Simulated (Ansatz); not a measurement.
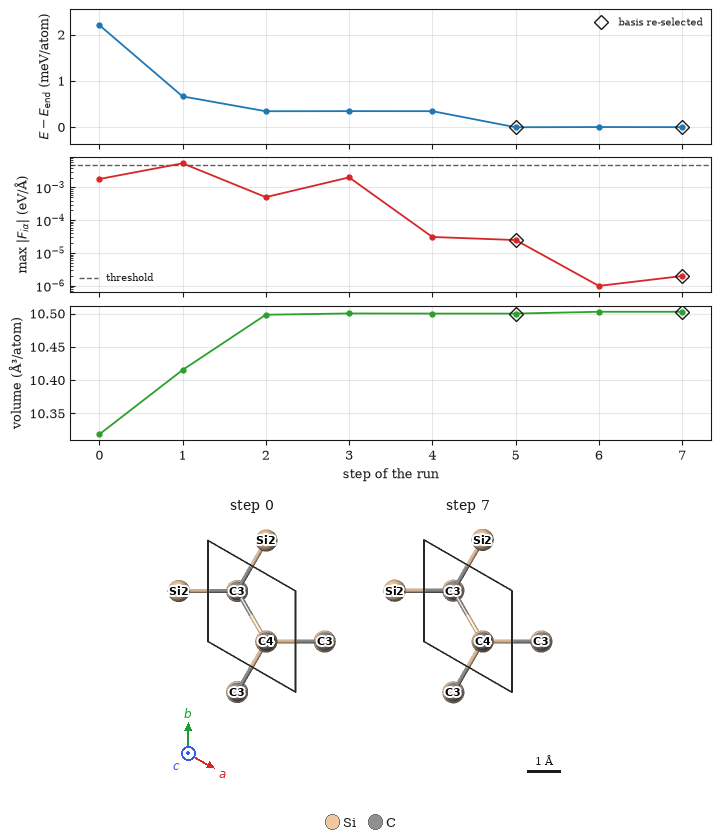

First and last geometry of a relaxation of crystalline SiC (set up in P6_3mc), with the history of the run. A ball-and-stick model of the cell of the calculation, seen along the c axis.

Level of theory: DFT PBE, scalar-relativistic, plane waves, PAW in Ansatz.

Input
```yaml
crystal:
  lattice:
    - [3.0735139282, 0.0, 0.0]
    - [-1.5367569641, 2.6617411407, 0.0]
    - [0.0, 0.0, 5.04524771]
  atoms:
    - { symbol: Si, position: [0.33333333, 0.66666667, 0.4996024] }
    - { symbol: Si, position: [0.66666667, 0.33333333, 0.9996024] }
    - { symbol: C, position: [0.33333333, 0.66666667, 0.8753976] }
    - { symbol: C, position: [0.66666667, 0.33333333, 0.3753976] }
basis:
  ecutwfc: 420
kpoints:
  mp_grid: { grid: [12, 12, 6] }
hamiltonian:
  xc: pbe
scf:
  occupations: { method: gaussian, width: 0.02 }
output:
  forces: true
  stress: true
  eigenvalues: true
relax:
  adjacent_minimum: "off"
  f_tol: 0.005
  max_steps: 80
  cell: { stress_tol: 0.05 }
```

Launched with:
```bash
ansatz run input.yaml --threads 4 --pin off --max-ram 8192MiB --backend cpu --events-out ev --progress --plain --runs-dir out
```

**Did the run converge, and what did it change?**

It converged. The atoms keep their places relative to the cell (all moves are under 0.005 Å). The volume changes by +1.8 %, with a = b 3.074 → 3.092 Å (+0.6 %), c 5.045 → 5.074 Å (+0.6 %). Some distances before and after: Si1–C4 1.882 → 1.893 Å, Si1–C3 1.896 → 1.907 Å. The space group stays P6_3mc (No. 186). The energy falls by 2.2 meV per atom in 5 accepted moves (7 points after the start). The largest force component goes from 0.0018 to under 0.0001 eV/Å. Pressure: 3.91 GPa at the start and 0.00 GPa at the end. The SCF was repeated twice at an unchanged geometry on a basis and grid sized afresh for the cell, which shifted the energy by 0.3 meV per atom at most.
